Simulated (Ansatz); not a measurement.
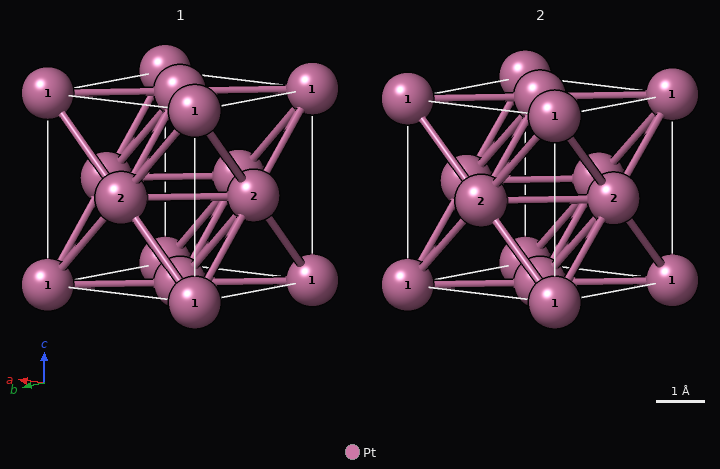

Two geometries of solid Pt (set up in Fm-3m): one is the relaxed structure, the other was perturbed away from it. Style: ball-and-stick. Shown: the conventional cell (2 times the calculation's cell), from a free direction. Lengths and directions refer to the drawn axes.

Level of theory: DFT PBE, scalar-relativistic, plane waves, PAW (Ansatz 0.2.0). Settings: plane-wave cutoff 420 eV; k-point mesh 18 × 18 × 14; occupations gaussian; smearing width 0.1 eV; no spin polarisation.

Question: Which is the distorted one, and what does the distortion cost?

Answer: Structure 1 is the perturbed one. Strain along c alone, +3.0 %, is applied. Symmetry leaves the atoms no freedom, so this is a single point. The energy rises by 12.6 meV per atom. The pressure goes from 0.0 to −6.7 GPa. The principal stresses (compression positive) are −8.3 GPa along c and −5.9 GPa across it. All forces vanish by symmetry. Some distances before and after: Pt–Pt 2.807 → 2.807 to 2.850 Å. The space group (tolerance 0.01 Å) goes from Fm-3m (No. 225) to I4/mmm (No. 139).
